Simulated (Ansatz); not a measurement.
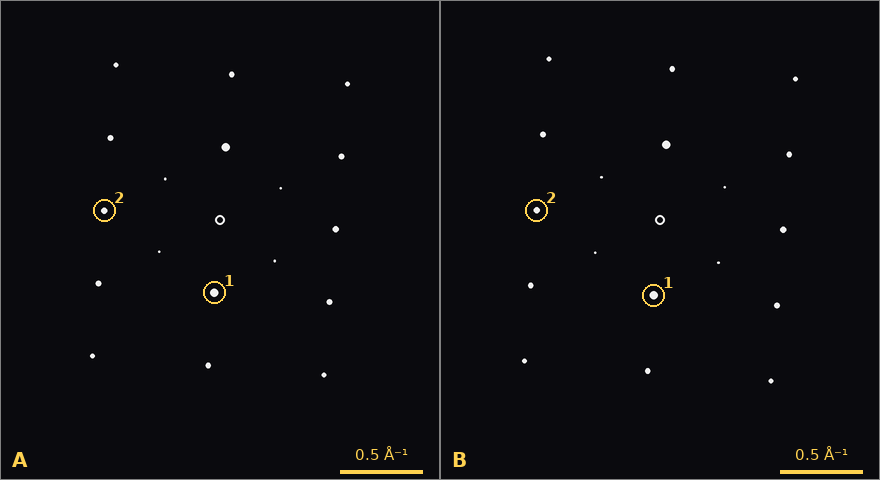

Kinematic electron diffraction patterns (300 kV, B = 0.5 Å², same scale) along [010] of the run's own cell, for the start and the end of one relaxation of NiGe with DFT PBEsol, scalar-relativistic, plane waves, PAW in Ansatz. k mesh 18×18×18. The start is a generated model structure, and the relaxation ends in the nearest stationary point of its symmetry, not necessarily the ground state. Spot 1 is -1 0 -1 and spot 2 is -1 0 1 in both.

Start structure:

```yaml
crystal:
  lattice:
    - [1.86489, 1.86489, 3.72978]
    - [1.86489, 3.72978, 1.86489]
    - [3.72978, 1.86489, 1.86489]
  atoms:
    - { symbol: Ni, position: [0.00000, 0.00000, 0.00000] }
    - { symbol: Ge, position: [0.50000, 0.50000, 0.50000] }
```

Q: Which pattern belongs to the start structure, and which to the relaxed one?

A: B is the start: its cell gives d(1) = 2.153 Å, d(2) = 1.319 Å and an angle of 90.0°. A is the relaxed structure, with d(1) = 2.233 Å (+3.7 %), d(2) = 1.405 Å (+6.6 %) and 90.0°.

Q: What did the relaxation do to the structure and the energy?

A: The volume changed by -1.5 % to 12.78 Å³ an atom; the fractional coordinates hardly changed; the space group stayed R-3m (No. 166); the free energy fell by 210 meV an atom. Relaxed cell: a = 4.072 Å, b = 4.072 Å, c = 4.072 Å, α = 40.38°, β = 40.38°, γ = 40.38°.
